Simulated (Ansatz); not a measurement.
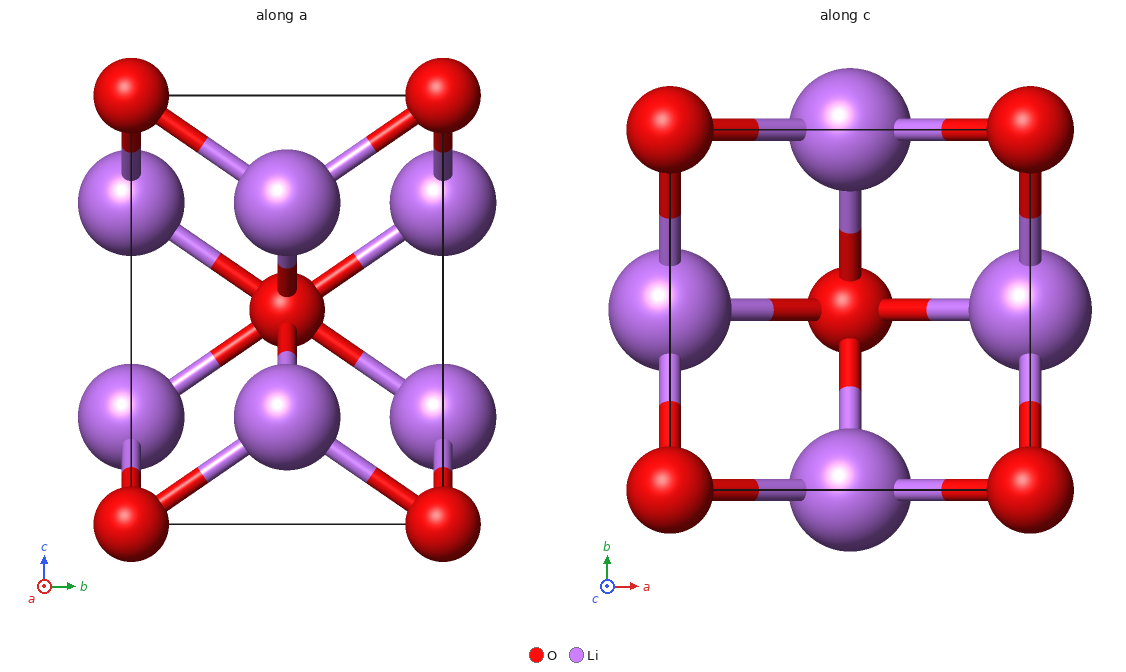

Ball-and-stick drawing of the structure, looking along the a axis and along the c axis. The parallelepiped is the conventional unit cell.

Li2O, space group I4/mmm (No. 139), a = 3.23 Å, b = 3.23 Å, c = 4.45 Å, α = 90.00°, β = 90.00°, γ = 90.00°.

The numbers come from DFT, r2SCAN, plane waves, PAW (Ansatz), using wavefunction cutoff 500 eV, k-points about 0.24 Å⁻¹ apart, no spin polarisation.

Is the electronic structure metallic or gapped?

An insulator at this level, with a gap of 5.71 eV, indirect; the smallest direct gap is 6.37 eV.

Under what pressure is the structure?

The computed pressure is 2.6 GPa (compressed: it would expand). The stress isn't hydrostatic: its largest component is 6.3 GPa.

The structure was taken from a structure type filled with these elements by a generator (whether the compound takes this form wasn't checked). The cell was then strained or its atoms displaced on purpose. It was run through Ansatz as a DFT input.
